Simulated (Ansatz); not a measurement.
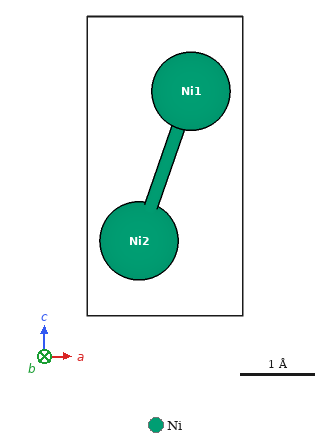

Fig. 1: The input geometry of run 1 (ball-and-stick view of the cell of the calculation, along the b axis; atoms are numbered from 1 in the order of the input). An atom can appear more than once, as a periodic image. Near neighbours in the periodic cell (some may lie outside the picture): Ni has 12 Ni at 2.45 to 2.48 Å.

**Mending a single-point calculation on Ni**

System: Ni (P6₃/mmc, 2 atoms in the cell).
Method of run 1: DFT, PBE, plane waves, PAW, Ueff = 40 eV on Ni d, no spin polarisation (Ansatz 0.2.0).

The structure derives from a Materials Project entry. Some settings of this run were made unusual or wrong on purpose. Text and figures count atoms from 1; the logs count them from 0 in places.

## The input, run 1
```yaml
crystal:
  lattice:
    - [2.4480228978, 0.0, 0.0]
    - [-1.2240114489, 2.1200500186, 0.0]
    - [0.0, 0.0, 4.07280757]
  atoms:
    - { symbol: Ni, position: [0.6666666667, 0.3333333333, 0.75] }
    - { symbol: Ni, position: [0.3333333333, 0.6666666667, 0.25] }
hamiltonian:
  xc: pbe
  pseudopotentials: { kind: paw }
  hubbard: { sites: [{ species: Ni, l: d, u_eff: 40.0 }] }
kpoints:
  mp_grid: { grid: [12, 12, 7] }
scf:
  occupations: { method: fermi_dirac, width: 0.05 }
  max_iter: 100
output:
  forces: true
  stress: true
  eigenvalues: true
```

Launched with:
```bash
ansatz run input.yaml --threads 2 --pin off --max-ram 5632MiB --backend cpu --events-out ev --progress --plain --runs-dir out
```

Hardware: 2 threads of Arm Neoverse V1, 24 GiB of memory available, shared host.

## Output, shortened to warnings, some set-up lines, iterations and results (run 1)
```
Basis set: ecut = 420 eV, 391 PW (Γ), exchange–correlation on 36×36×60 points (8 copies of the dense FFT grid, shifted against one another)
Symmetry: 24 space group operations
k-points: 76 of 1008
Initial density: superposition of atomic densities (chi_scale 0.1, normalization cell)
[...]
SCF iter   1: F=—  HF=-11651.650347 eV  |F-HF|=—  |Δ(HF+E_count)|=         —  Δρ=4.57e-1  dr2=2.56e1  ethr=3.10e-3  ⟨swp⟩=4.7  Hψ=6228  notcnv=0
SCF iter   2: F=—  HF=-11656.269296 eV  |F-HF|=—  |Δ(HF+E_count)|=    4.62e0  Δρ=1.68e-1  dr2=2.17e0  ethr=3.10e-3  ⟨swp⟩=4.0  Hψ=4971  notcnv=0
SCF iter   3: F=—  HF=-11656.671522 eV  |F-HF|=—  |Δ(HF+E_count)|=   4.02e-1  Δρ=1.15e-1  dr2=1.74e0  ethr=3.10e-3  ⟨swp⟩=3.0  Hψ=4225  notcnv=0
SCF iter   4: F=—  HF=-11657.539959 eV  |F-HF|=—  |Δ(HF+E_count)|=   8.68e-1  Δρ=1.88e-2  dr2=4.55e-2  ethr=3.10e-3  ⟨swp⟩=2.4  Hψ=2991  notcnv=0
SCF iter   5: F=—  HF=-11657.540478 eV  |F-HF|=—  |Δ(HF+E_count)|=   5.19e-4  Δρ=1.61e-3  dr2=4.44e-4  ethr=1.26e-4  ⟨swp⟩=2.6  Hψ=3450  notcnv=0
SCF iter   6: F=—  HF=-11657.540570 eV  |F-HF|=—  |Δ(HF+E_count)|=   9.15e-5  Δρ=3.81e-4  dr2=2.10e-5  ethr=1.23e-6  ⟨swp⟩=2.0  Hψ=2640  notcnv=0
SCF iter   7: F=—  HF=-11657.540563 eV  |F-HF|=—  |Δ(HF+E_count)|=   6.42e-6  Δρ=6.31e-5  dr2=5.02e-7  ethr=5.83e-8  ⟨swp⟩=2.0  Hψ=2806  notcnv=0
SCF iter   8: F=-11657.540563 eV  HF=-11657.540563 eV  |F-HF|=3.67e-10  |Δ(HF+E_count)|=   1.51e-7  Δρ=3.15e-6  dr2=1.52e-9  ethr=2.78e-10  ⟨swp⟩=6.1  Hψ=8596  notcnv=0
SCF 1 converged in 8 iterations: F = -11657.540563 eV  dr2 = 1.52e-9
SCF converged after 8 iterations
Free energy (F): -11657.540563 eV
Harris-Foulkes:  -11657.540563 eV  (|F-HF|=3.67e-10)
Internal energy: -11657.540563 eV  (E = F + TS)
E sigma→0 (E₀):  -11657.540563 eV
Fermi energy:    7.917767 eV
--- Per-component energies (eV) ---
  E_band       = -700.880082
  E_kinetic    = 611.124902
  E_local      = -7131.605796  (includes V_loc(G=0)·N_el)
  E_nonlocal   = 1399.595215
  E_hartree    = 3118.146260
  E_xc         = -163.472293
  E_vxc        = -210.275983  (∫ρ·V_xc dr)
  E_hubbard    = 7.409948  (on-site DFT+U / exact-exchange correction)
  E_vhub       = -377.627714  (the Hubbard potential's part of the band-sum identity)
  E_paw        = -3358.866104  (= ΣΔE_a)
  E_vpaw       = -1228.388438  (= ΣTr[D̂ρ^β])
  E_aug_tail   = 0.001064  (compensation charges beyond the density's cutoff)
  E_ewald      = -6139.873759
  E_smearing   = -0.000000  (= −TS)
  E_closure    = 0.000000  (closes the sum)
  Σ components = -11657.540563   (vs F -11657.540563, Δ=0.00e0)
--- Forces (eV/Å), atoms counted from 1 ---
  atom   1  Ni     0.00000000     0.00000000     0.00000000
  atom   2  Ni     0.00000000    -0.00000000     0.00000000
  max |Σ_I F_I| component: 3.47e-18 eV/Å
--- Stress (GPa, compression-positive) ---
       51.873553       0.000000       0.000000
        0.000000      51.873553       0.000000
        0.000000       0.000000      49.611400
  P = ⅓ Tr σ = 51.1195 GPa (511.195 kbar)
Occupation matrices written to [file]
```

**What went wrong, and how is the input to be mended?**

This input holds a deliberate fault: an enormous or negative U (`hamiltonian.hubbard`). Such a U drives the occupations to unphysical values. The program still converged, but the numbers can't be taken as results for the intended system.

A run of the same system that converges differs from this input as follows (lines with − go, lines with + come):
```diff
-  hubbard: { sites: [{ species: Ni, l: d, u_eff: 40.0 }] }
-  max_iter: 100
```

## Output, shortened to warnings, some set-up lines, iterations and results (run 2)
```
Basis set: ecut = 420 eV, 391 PW (Γ), exchange–correlation on 36×36×60 points (8 copies of the dense FFT grid, shifted against one another)
Symmetry: 24 space group operations
k-points: 76 of 1008
Initial density: superposition of atomic densities (neutral atoms: chi_scale 0, normalization atom), corrected by the library's trained network
[...]
SCF iter   1: F=—  HF=-11679.289325 eV  |F-HF|=—  |Δ(HF+E_count)|=         —  Δρ=7.44e-3  dr2=2.08e-3  ethr=1.77e-3  ⟨swp⟩=5.2  Hψ=6268  notcnv=0
SCF iter   2: F=—  HF=-11679.289250 eV  |F-HF|=—  |Δ(HF+E_count)|=   7.47e-5  Δρ=2.05e-3  dr2=2.00e-4  ethr=5.79e-6  ⟨swp⟩=2.1  Hψ=3423  notcnv=0
SCF iter   3: F=—  HF=-11679.289364 eV  |F-HF|=—  |Δ(HF+E_count)|=   1.14e-4  Δρ=8.05e-4  dr2=2.60e-5  ethr=5.55e-7  ⟨swp⟩=2.1  Hψ=2388  notcnv=0
SCF iter   4: F=—  HF=-11679.289385 eV  |F-HF|=—  |Δ(HF+E_count)|=   2.08e-5  Δρ=1.35e-4  dr2=1.20e-6  ethr=7.23e-8  ⟨swp⟩=2.3  Hψ=2262  notcnv=0
SCF iter   5: F=-11679.289386 eV  HF=-11679.289386 eV  |F-HF|=3.15e-8  |Δ(HF+E_count)|=   7.64e-7  Δρ=3.97e-5  dr2=6.20e-8  ethr=3.33e-9  ⟨swp⟩=2.0  Hψ=2570  notcnv=0
SCF iter   6: F=-11679.289386 eV  HF=-11679.289386 eV  |F-HF|=3.22e-10  |Δ(HF+E_count)|=   4.76e-8  Δρ=2.71e-6  dr2=3.72e-10  ethr=1.72e-10  ⟨swp⟩=2.9  Hψ=6650  notcnv=0
SCF 1 converged in 6 iterations: F = -11679.289386 eV  dr2 = 3.72e-10
SCF converged after 6 iterations
Free energy (F): -11679.289386 eV
Harris-Foulkes:  -11679.289386 eV  (|F-HF|=3.22e-10)
Internal energy: -11679.225742 eV  (E = F + TS)
E sigma→0 (E₀):  -11679.257564 eV
Entropy (-TS):   -0.063644 eV (-31.822 meV/atom)
Fermi energy:    18.673133 eV
--- Per-component energies (eV) ---
  E_band       = -545.058853
  E_kinetic    = 565.913411
  E_local      = -6781.756655  (includes V_loc(G=0)·N_el)
  E_nonlocal   = 1271.408915
  E_hartree    = 2834.614157
  E_xc         = -170.146602
  E_vxc        = -219.446108  (∫ρ·V_xc dr)
  E_paw        = -3259.386232  (= ΣΔE_a)
  E_vpaw       = -1050.409043  (= ΣTr[D̂ρ^β])
  E_aug_tail   = 0.001023  (compensation charges beyond the density's cutoff)
  E_ewald      = -6139.873759
  E_smearing   = -0.063644  (= −TS)
  E_closure    = -0.000000  (closes the sum)
  Σ components = -11679.289386   (vs F -11679.289386, Δ=0.00e0)
--- Forces (eV/Å), atoms counted from 1 ---
  atom   1  Ni     0.00000000    -0.00000000     0.00000000
  atom   2  Ni     0.00000000     0.00000000     0.00000000
  max |Σ_I F_I| component: 0.00e0 eV/Å
--- Stress (GPa, compression-positive) ---
        6.572601      -0.000000       0.000000
        0.000000       6.572601       0.000000
        0.000000       0.000000       4.925599
  P = ⅓ Tr σ = 6.0236 GPa (60.236 kbar)
```

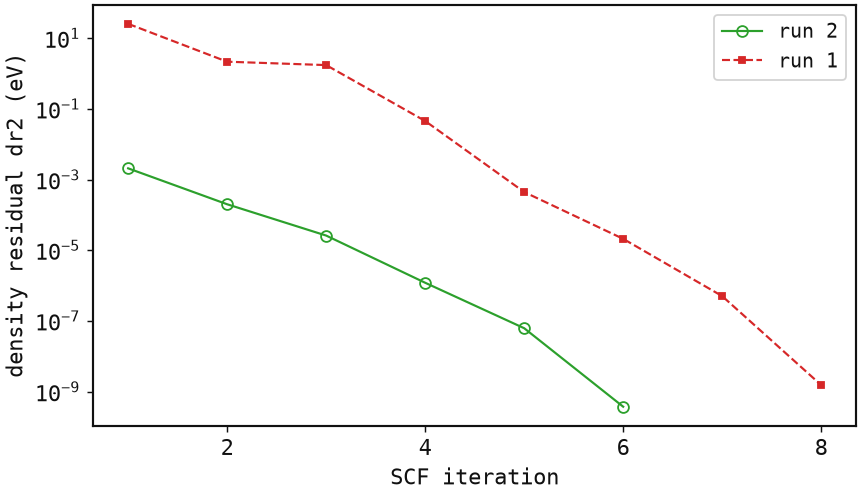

Fig. 2: Convergence of the two runs: density residual dr2 against the SCF iteration. Run 2 takes 6 iterations in all, and run 1 takes 8.

## The two runs side by side

| quantity | run 1 | run 2 |
| --- | --- | --- |
| outcome | converged | converged |
| free energy per atom (eV) | −5828.7703 | −5839.6447 |
| energy per atom, smearing taken to zero (eV) | −5828.7703 | −5839.6288 |
| gap on the mesh (eV) | 4.26 | 0.00 |
| pressure (GPa) | 51.12 | 6.02 |
| largest force (eV/Å) | 0.000 | 0.000 |
| SCF iterations | 8 | 6 |
| irreducible k-points | 76 | 76 |
| plane waves at Γ | 391 | 391 |
| wall time (shared host) | 2.1 s | 1.1 s |

The total energies belong to different models, so their difference says nothing on which is more stable or more accurate. The gap of 4.26 eV on the mesh closes. The pressure goes from 51.12 to 6.02 GPa. U penalises partly filled orbitals: filled states of the shell move down and empty ones up, so the larger U gives the wider gap. The SCF takes 6 iterations against 8. The two runs start from different initial densities, which also moves the count.

Notes on run 2: The run has no spin polarisation, so a magnetic state may lie lower. The cell is under a pressure of 6.0 GPa at this level, so it is not at its equilibrium volume.
